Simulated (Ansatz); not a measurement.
**Zn7Se8 (cell charge −2, with a compensating background) (cell with a defect): density, localisation and related maps**

Input file:

```
crystal:
  lattice:
    - [0.0, 5.5675272894, -5.5675272894]
    - [5.5675272894, 5.5675272894, 0.0]
    - [5.5675272894, 0.0, -5.5675272894]
  atoms:
    - { symbol: Zn, position: [0.5, 0.5, 0.0] }
    - { symbol: Zn, position: [1.0, 0.5, 0.0] }
    - { symbol: Zn, position: [1.0, 0.0, 0.0] }
    - { symbol: Zn, position: [0.5, 0.5, 0.5] }
    - { symbol: Zn, position: [0.5, 0.0, 0.5] }
    - { symbol: Zn, position: [1.0, 0.5, 0.5] }
    - { symbol: Zn, position: [1.0, 0.0, 0.5] }
    - { symbol: Se, position: [0.375, 0.375, 0.375] }
    - { symbol: Se, position: [0.375, 0.875, 0.375] }
    - { symbol: Se, position: [0.875, 0.375, 0.375] }
    - { symbol: Se, position: [0.875, 0.875, 0.375] }
    - { symbol: Se, position: [0.375, 0.375, 0.875] }
    - { symbol: Se, position: [0.375, 0.875, 0.875] }
    - { symbol: Se, position: [0.875, 0.375, 0.875] }
    - { symbol: Se, position: [0.875, 0.875, 0.875] }
total_charge: -2
basis:
  ecutwfc: 420
  xc_grid: 2
kpoints:
  mp_grid: { grid: [2, 2, 2], shift: [0.0, 0.0, 0.0] }
hamiltonian:
  xc: lda
scf:
  occupations: { method: gaussian, width: 0.02 }
output:
  forces: true
  stress: false
  eigenvalues: true
  write_density: true
  write_potential: true
  elf: true
  volumetric_format: npy
relax:
  adjacent_minimum: "off"
  f_tol: 0.02
  max_steps: 60
```

Run with:

```sh
ansatz run input.yaml --threads 4 --pin off --max-ram 10240MiB --backend cpu --events-out ev --progress --plain --runs-dir out
```

The fields are those of the relaxed geometry.

These are results of DFT LDA, scalar-relativistic, plane waves, PAW in Ansatz 0.2.0, not measurements.

In a PAW calculation such maps are meaningful between the atoms, not at the nuclei.

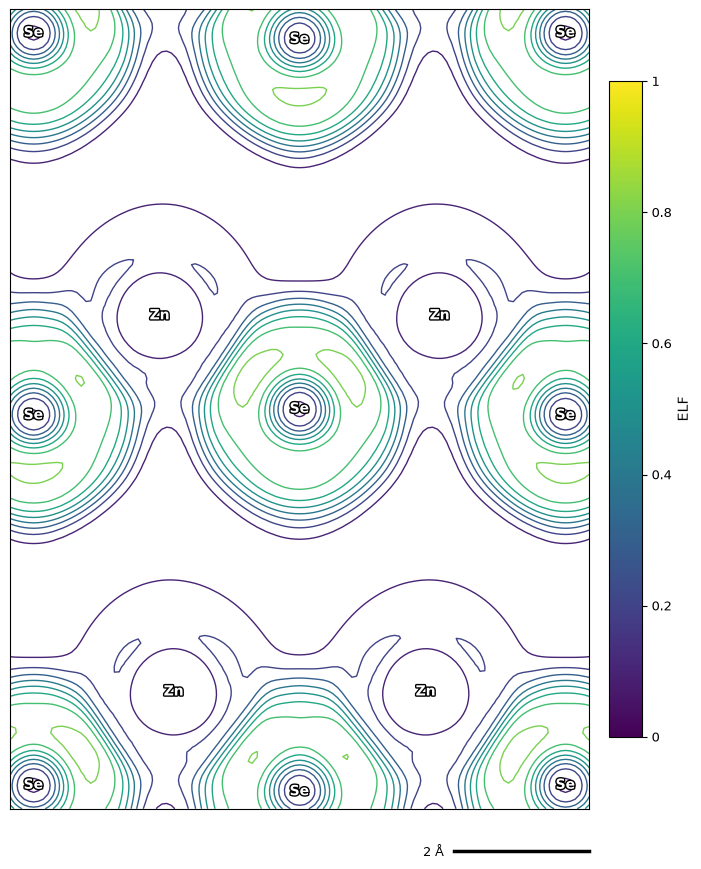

Figure 1. Electron localisation function on the (11̄0) plane of the calculation cell.

What does the map show?

- The section cuts through Zn and Se sites.
- Zn–Se (2.39 Å): the ELF is about 0.60 at the midpoint.
- Zn–Se (2.49 Å): the ELF is about 0.60 at the midpoint.

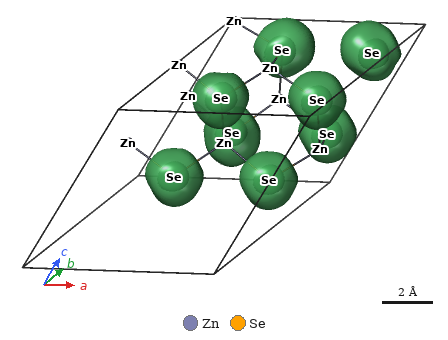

Figure 2. Isosurface of the ELF at 0.7 (green), seen at an oblique angle. Only the valence region is drawn (cores and ρ < 0.01 e/Å³ removed). Sticks mark near contacts.

Describe the localisation domains.

The surface consists of eight regions wrapped around Se (the valence shell of each), counted in one cell of 15 atoms. Regions shared between cells count once.


 Zn–Se (2.43 Å): the ELF is about 0.60 at the midpoint.

Metal or insulator at this level of theory?

It is gapped, with a Kohn–Sham gap of 1.2 eV on the k-point mesh, an upper bound to the gap of this method.
